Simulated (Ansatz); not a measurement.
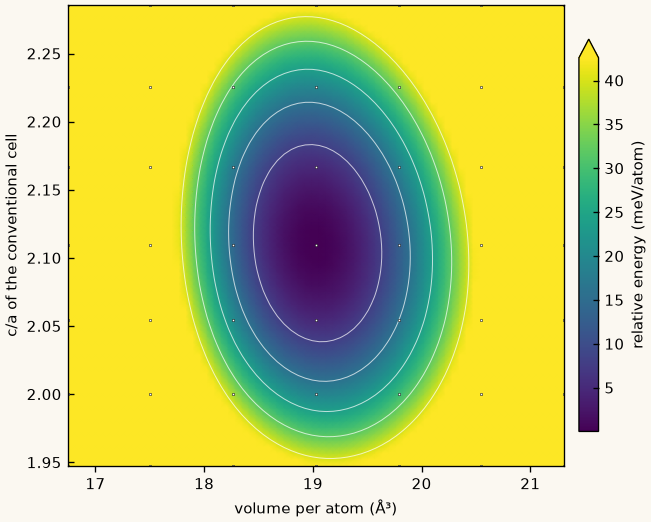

MoS₂ (P-6m2, No. 187; 3 atoms in the cell). The energy is mapped over volume and the cell's shape. First axis: volume per atom. Second axis: c/a of the conventional cell. Nothing is relaxed (fractional coordinates fixed). The grid has 7 × 7 points. Points are written as (first, second). All energies are given in meV/atom relative to the lowest grid point. Theory: Ansatz, DFT PBE+D3(BJ), scalar-relativistic, plane waves, PAW. Settings: cutoff 420 eV, k-mesh 12×12×6 in the order of the run's cell vectors, gaussian smearing 0.05 eV, no spin polarisation.

Drawn: a smooth colour map with a few white contour lines, dots at the grid points, one colour for all values above the top of the scale. Between grid points the surface is interpolated.

### Where is the minimum, and how stiff is the well along each coordinate?

The interpolated minimum is at volume per atom ≈ 19.03 Å³, c/a of the conventional cell ≈ 2.110. The curvatures there are about 0.14 eV/(Å³)² and 9.2 eV, with a cross term of about 0.1 eV/Å³ (per cell of 3 atoms). Round the minimum the two coordinates are weakly coupled (coupling 0.09 in units of the two stiffnesses).
